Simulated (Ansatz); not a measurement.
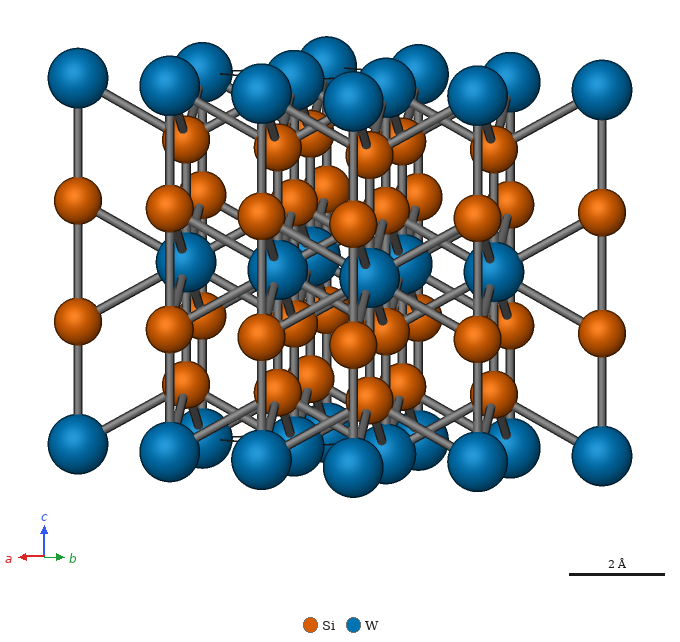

Figure 1. The input geometry (ball-and-stick view of the cell of the calculation, repeated 2 × 3 × 1, seen at an oblique angle). An atom can appear more than once, as a periodic image.

Geometry relaxation, with input and output: WSi2 (part 1 of 2)

The run: geometry relaxation of WSi2 (I4/mmm, 6 atoms in the cell). Method and program: DFT r2SCAN, scalar-relativistic, plane waves, PAW, no spin polarisation (Ansatz 0.2.0).

The structure derives from an entry of the Crystallography Open Database. It belongs to a series of runs on one base structure; here: biaxial strain in the a-b plane, c and atoms relaxed: +1.5 %.

**What the program printed**
```
Engine: ansatz 0.2.0, x86_64-unknown-linux-gnu
Pseudopotentials: kind: paw
Pseudopotential: Si, paw, valence charge 4, recommended cutoff 500 eV (meta_gga), Si.paw.azcp
Pseudopotential: W, paw, valence charge 14, recommended cutoff 500 eV (meta_gga), W.paw.azcp
Functional definition: r2SCAN
  parameter k0 = 0.174
  parameter k1 = 0.065
  parameter a1 = 4.9479
  exchange = r2scan_x(k0 = k0, k1 = k1, a1 = a1)
  correlation = r2scan_c
Crystal: 6 atoms, lattice volume = 82.171 Å³
Basis set: ecut = 500 eV, 2081 PW (Γ), exchange–correlation on 96×96×240 points (64 copies of the dense FFT grid, shifted against one another)
Bands: 28, of which v1, the nominal top of the filled ones, is band 22 counted from 1 (21 counted from 0)
Symmetry: 32 space group operations
Space group: I4/mmm (ITA 139), of the structure as read, at distance tolerance 4.3e-5 Å
k-points: 112 of 864
Non-local potential: Si, projectors of the file, l = 0: 2, l = 1: 2, l = 2: 2
Non-local potential: W, projectors of the file, l = 0: 3, l = 1: 2, l = 2: 2, l = 3: 1
PAW form: soft (Blöchl's): semilocal exchange-correlation on the pseudo side does not see the compensation charge
PAW frozen core: Si, regenerated for the run's functional (the file was generated under x = pbe(κ = 0.804, μ = 0.2195149727645171), c = pbe(β = 0.06672455060314922))
PAW frozen core: W, regenerated for the run's functional (the file was generated under x = pbe(κ = 0.804, μ = 0.2195149727645171), c = pbe(β = 0.06672455060314922))
PAW one-centre angular grid: Si, 302 points (default); XC on 160 Gauss nodes
PAW one-centre angular grid: W, 590 points (default); XC on 160 Gauss nodes
Initial density: superposition of atomic densities (neutral atoms: chi_scale 0, normalization atom), corrected by the library's trained network
Initial wavefunctions: pseudopotential atomic-orbital guess
Functional: x = r2scan, c = r2scan; τ floored in thin density (d = 2e-4 eV/Å³)
SCF iter   1: F=—  HF=-23352.572629 eV  |F-HF|=—  |Δ(HF+E_count)|=         —  Δρ=9.45e-3  dr2=1.15e-1  dr2_τ=1.62e-1  ethr=1.77e-3  ⟨swp⟩=6.4  Hψ=15374  notcnv=0
preconditioner: auto → Kerker (q_TF=auto, 2.459 Å⁻¹)  [metal: Δε(μ)=0.025 eV  Ē_g=7.937 eV  σ=0.100 eV  W_gap=0.14  n_scr=18 (ndim 8)  ℏωp=21.7 eV  f_vac=0.000  D(μ)=0.63/eV (n_scr^D=2)]
SCF iter   2: F=—  HF=-23352.673229 eV  |F-HF|=—  |Δ(HF+E_count)|=   1.01e-1  Δρ=4.41e-3  dr2=1.36e-2  dr2_τ=1.85e-3  ethr=2.61e-4  ⟨swp⟩=2.0  Hψ=6023  notcnv=0  defer=187
SCF iter   3: F=—  HF=-23352.674572 eV  |F-HF|=—  |Δ(HF+E_count)|=   1.34e-3  Δρ=1.95e-3  dr2=2.48e-3  dr2_τ=1.29e-4  ethr=3.09e-5  ⟨swp⟩=2.6  Hψ=4497  notcnv=0  defer=187
SCF iter   4: F=—  HF=-23352.674441 eV  |F-HF|=—  |Δ(HF+E_count)|=   1.31e-4  Δρ=2.35e-4  dr2=5.37e-5  dr2_τ=2.37e-6  ethr=5.63e-6  ⟨swp⟩=2.0  Hψ=4298  notcnv=0  defer=187
SCF iter   5: F=—  HF=-23352.674440 eV  |F-HF|=—  |Δ(HF+E_count)|=   1.26e-6  Δρ=2.92e-5  dr2=3.81e-7  dr2_τ=1.80e-7  ethr=1.22e-7  ⟨swp⟩=2.0  Hψ=4525  notcnv=0  defer=187
SCF iter   6: F=-23352.674440 eV  HF=-23352.674440 eV  |F-HF|=2.35e-8  |Δ(HF+E_count)|=   3.53e-7  Δρ=7.29e-6  dr2=4.21e-8  dr2_τ=8.50e-10  ethr=2.27e-10  ⟨swp⟩=10.3  Hψ=15013  notcnv=0
SCF 1 converged in 6 iterations: F = -23352.674440 eV  dr2 = 4.21e-8
  greatest PAW one-centre occupation: 0.999 electrons in one spin orbital (limit 2), on the W atom at site 5 (counted from 0), in its partial waves of l = 0
relax step   1: F+E_penalty+E_count = -23352.67444009 eV  Δ(F+E_penalty+E_count) = +0.000e0 eV  max|allowed force component| = 4.628e-2 eV/Å  Δτ_max = 0.0000 Å  P = -4.000 GPa  Ω = 82.171 Å³  fix = [a, b, gamma]  reactions: a -7.219, b -7.219 GPa  (6 SCF iters, dr2 threshold 1.00e-7 eV, accepted)
Crystal: 6 atoms, lattice volume = 82.646 Å³
Basis set: ecut = 500 eV, 2097 PW (Γ), exchange–correlation on 96×96×240 points (64 copies of the dense FFT grid, shifted against one another)
Initial density: handed on by an earlier stage of this run
Initial wavefunctions: those handed on with the density
iter 1 solved again at ethr=1.72e-6 eV; its pass at ethr=3.10e-3 eV (dr2=7.57e-4 eV) is discarded
SCF iter   1: F=—  HF=-23352.675269 eV  |F-HF|=—  |Δ(HF+E_count)|=         —  Δρ=9.27e-4  dr2=8.44e-4  dr2_τ=2.56e-3  ethr=1.72e-6  ⟨swp⟩=2.4  Hψ=16142  notcnv=0
preconditioner: auto → Kerker (q_TF=auto, 2.456 Å⁻¹)  [metal: Δε(μ)=0.023 eV  Ē_g=7.934 eV  σ=0.100 eV  W_gap=0.13  n_scr=18 (ndim 8)  ℏωp=21.6 eV  f_vac=0.000  D(μ)=0.71/eV (n_scr^D=2)]
SCF iter   2: F=—  HF=-23352.676934 eV  |F-HF|=—  |Δ(HF+E_count)|=   1.66e-3  Δρ=4.86e-4  dr2=2.89e-4  dr2_τ=8.35e-6  ethr=1.72e-6  ⟨swp⟩=2.0  Hψ=4971  notcnv=0
SCF iter   3: F=—  HF=-23352.676875 eV  |F-HF|=—  |Δ(HF+E_count)|=   5.94e-5  Δρ=1.89e-4  dr2=4.35e-5  dr2_τ=9.60e-6  ethr=6.56e-7  ⟨swp⟩=2.1  Hψ=4430  notcnv=0
SCF iter   4: F=—  HF=-23352.676867 eV  |F-HF|=—  |Δ(HF+E_count)|=   8.05e-6  Δρ=6.02e-5  dr2=4.28e-6  dr2_τ=2.84e-7  ethr=9.90e-8  ⟨swp⟩=2.6  Hψ=4826  notcnv=0
SCF iter   5: F=-23352.676866 eV  HF=-23352.676866 eV  |F-HF|=6.03e-8  |Δ(HF+E_count)|=   3.83e-7  Δρ=1.78e-5  dr2=2.82e-7  dr2_τ=8.88e-9  ethr=1.36e-9  ⟨swp⟩=4.2  Hψ=13610  notcnv=0
SCF 2 converged in 5 iterations: F = -23352.676866 eV  dr2 = 2.82e-7
relax step   2: F+E_penalty+E_count = -23352.67686619 eV  Δ(F+E_penalty+E_count) = -2.426e-3 eV  max|allowed force component| = 1.228e-2 eV/Å  Δτ_max = 0.0024 Å  P = -5.397 GPa  Ω = 82.646 Å³  energy of the carried Pulay correction = -1.124e-4 eV  fix = [a, b, gamma]  reactions: a -7.656, b -7.656 GPa  (5 SCF iters, dr2 threshold 6.00e-7 eV, accepted)
Crystal: 6 atoms, lattice volume = 82.526 Å³
iter 1 solved again at ethr=7.91e-8 eV; its pass at ethr=3.10e-3 eV (dr2=3.48e-5 eV) is discarded
SCF iter   1: F=—  HF=-23352.677138 eV  |F-HF|=—  |Δ(HF+E_count)|=         —  Δρ=2.18e-4  dr2=4.14e-5  dr2_τ=1.63e-4  ethr=7.91e-8  ⟨swp⟩=2.9  Hψ=15824  notcnv=0
preconditioner: auto → Kerker (q_TF=auto, 2.457 Å⁻¹)  [metal: Δε(μ)=0.024 eV  Ē_g=7.945 eV  σ=0.100 eV  W_gap=0.14  n_scr=18 (ndim 8)  ℏωp=21.6 eV  f_vac=0.000  D(μ)=0.71/eV (n_scr^D=2)]
SCF iter   2: F=—  HF=-23352.677247 eV  |F-HF|=—  |Δ(HF+E_count)|=   1.09e-4  Δρ=1.12e-4  dr2=1.28e-5  dr2_τ=4.82e-7  ethr=7.91e-8  ⟨swp⟩=2.0  Hψ=5039  notcnv=0
SCF iter   3: F=—  HF=-23352.677244 eV  |F-HF|=—  |Δ(HF+E_count)|=   2.32e-6  Δρ=4.35e-5  dr2=2.02e-6  dr2_τ=4.43e-7  ethr=2.92e-8  ⟨swp⟩=2.4  Hψ=4543  notcnv=0
SCF iter   4: F=-23352.677244 eV  HF=-23352.677244 eV  |F-HF|=8.77e-8  |Δ(HF+E_count)|=   3.54e-7  Δρ=1.24e-5  dr2=1.78e-7  dr2_τ=1.27e-8  ethr=1.36e-9  ⟨swp⟩=5.9  Hψ=12903  notcnv=0
SCF 3 converged in 4 iterations: F = -23352.677244 eV  dr2 = 1.78e-7
relax step   3: F+E_penalty+E_count = -23352.67724394 eV  Δ(F+E_penalty+E_count) = -3.778e-4 eV  max|allowed force component| = 6.949e-3 eV/Å  Δτ_max = 0.0000 Å  P = -5.038 GPa  Ω = 82.526 Å³  energy of the carried Pulay correction = -8.392e-5 eV  fix = [a, b, gamma]  reactions: a -7.535, b -7.535 GPa  (4 SCF iters, dr2 threshold 6.00e-7 eV, accepted)
Crystal: 6 atoms, lattice volume = 82.520 Å³
iter 1 solved again at ethr=1.95e-9 eV; its pass at ethr=3.10e-3 eV (dr2=8.59e-7 eV) is discarded
SCF iter   1: F=—  HF=-23352.677250 eV  |F-HF|=—  |Δ(HF+E_count)|=         —  Δρ=2.53e-5  dr2=8.10e-7  dr2_τ=4.39e-7  ethr=1.95e-9  ⟨swp⟩=2.0  Hψ=14956  notcnv=0
preconditioner: auto → Kerker (q_TF=auto, 2.457 Å⁻¹)  [metal: Δε(μ)=0.023 eV  Ē_g=7.945 eV  σ=0.100 eV  W_gap=0.13  n_scr=18 (ndim 8)  ℏωp=21.6 eV  f_vac=0.000  D(μ)=0.71/eV (n_scr^D=2)]
SCF iter   2: F=—  HF=-23352.677250 eV  |F-HF|=—  |Δ(HF+E_count)|=   3.47e-8  Δρ=1.24e-5  dr2=1.41e-7  dr2_τ=1.45e-8  ethr=1.84e-9  ⟨swp⟩=2.1  Hψ=4197  notcnv=0
SCF iter   3: F=—  HF=-23352.677250 eV  |F-HF|=—  |Δ(HF+E_count)|=   3.47e-9  Δρ=4.92e-6  dr2=2.50e-8  dr2_τ=1.55e-9  ethr=3.20e-10  ⟨swp⟩=2.0  Hψ=4459  notcnv=0
SCF iter   4: F=-23352.677250 eV  HF=-23352.677250 eV  |F-HF|=4.69e-10  |Δ(HF+E_count)|=  7.71e-10  Δρ=8.44e-7  dr2=4.69e-10  dr2_τ=8.48e-12  ethr=1.01e-11  ⟨swp⟩=5.0  Hψ=10984  notcnv=0
SCF 4 converged in 4 iterations: F = -23352.677250 eV  dr2 = 4.69e-10
relax step   4: F+E_penalty+E_count = -23352.67724984 eV  Δ(F+E_penalty+E_count) = -5.894e-6 eV  max|allowed force component| = 2.173e-3 eV/Å  Δτ_max = 0.0002 Å  P = -5.016 GPa  Ω = 82.520 Å³  energy of the carried Pulay correction = -8.265e-5 eV  fix = [a, b, gamma]  reactions: a -7.525, b -7.525 GPa  (4 SCF iters, dr2 threshold 4.45e-9 eV, accepted)
Initial wavefunctions: pseudopotential atomic-orbital guess (no wavefunctions were taken with the density)
iter 1 solved again at ethr=7.61e-8 eV; its pass at ethr=3.10e-3 eV (dr2=3.35e-5 eV) is discarded
SCF iter   1: F=—  HF=-23352.677321 eV  |F-HF|=—  |Δ(HF+E_count)|=         —  Δρ=9.40e-6  dr2=7.84e-9  dr2_τ=9.85e-8  ethr=7.61e-8  ⟨swp⟩=3.4  Hψ=23926  notcnv=0
eigensolver tolerance schedule: the retry pair's looser diagonalisation over-reported the residual by 4268.17 of it (diagonalisation noise at 0.12 of the residual, at the tolerance the schedule requests for it); recorded, not acted on — ethr = c·dr2/N_el stays at c = 1.0e-1
SCF iter   2: F=—  HF=-23352.677321 eV  |F-HF|=—  |Δ(HF+E_count)|=   3.95e-8  Δρ=5.04e-6  dr2=2.43e-9  dr2_τ=2.92e-9  ethr=1.78e-11  ⟨swp⟩=3.0  Hψ=6783  notcnv=0
SCF iter   3: F=—  HF=-23352.677321 eV  |F-HF|=—  |Δ(HF+E_count)|=   3.70e-9  Δρ=3.05e-7  dr2=4.55e-11  dr2_τ=3.71e-11  ethr=5.53e-12  ⟨swp⟩=2.1  Hψ=5104  notcnv=0
SCF iter   4: F=—  HF=-23352.677321 eV  |F-HF|=—  |Δ(HF+E_count)|=  5.46e-11  Δρ=1.57e-7  dr2=1.48e-11  dr2_τ=4.27e-13  ethr=1.00e-12  ⟨swp⟩=7.5  Hψ=15655  notcnv=0
SCF iter   5: F=-23352.677321 eV  HF=-23352.677321 eV  |F-HF|=7.28e-12  |Δ(HF+E_count)|=  2.18e-11  Δρ=4.46e-8  dr2=9.62e-13  dr2_τ=1.82e-13  ethr=1.00e-12  ⟨swp⟩=5.9  Hψ=13056  notcnv=0
SCF 5 converged in 5 iterations: F = -23352.677321 eV  dr2 = 9.62e-13
relax step   5: F+E_penalty+E_count = -23352.67732058 eV  Δ(F+E_penalty+E_count) = -7.075e-5 eV  max|allowed force component| = 2.179e-3 eV/Å  Δτ_max = 0.0000 Å  P = -5.016 GPa  Ω = 82.520 Å³  fix = [a, b, gamma]  reactions: a -7.524, b -7.524 GPa  stress off target by 2.94e-4 GPa on what of the cell is left free  SCF on the basis re-selected at this cell (its energy is not comparable with the rows above)  (5 SCF iters)
```

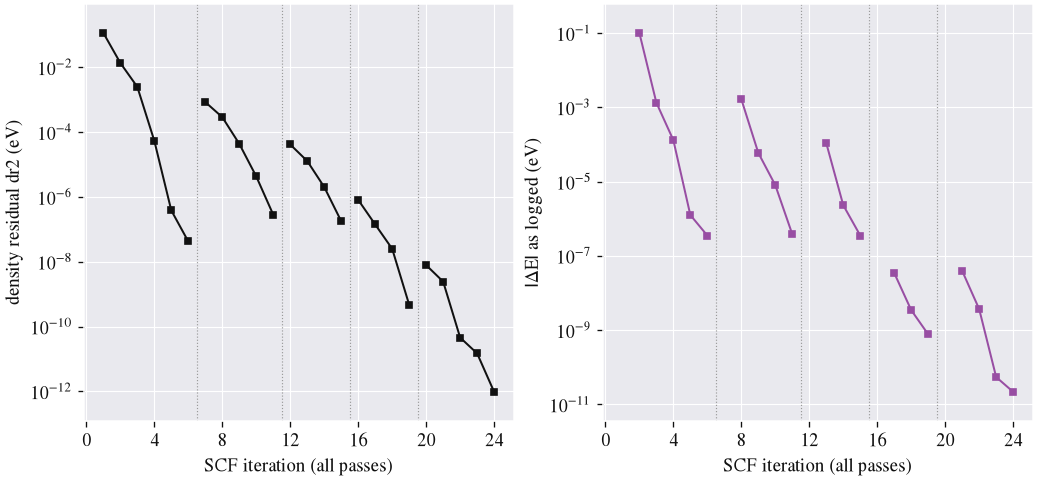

Figure 2. Convergence of the self-consistent field: density residual dr2 and size of the energy change against the SCF iteration. The dotted lines part the SCF passes of the relaxation: geometry steps, rejected trials and re-solves on a re-selected basis. The 5 passes take 4 to 6 iterations each, 24 in all.
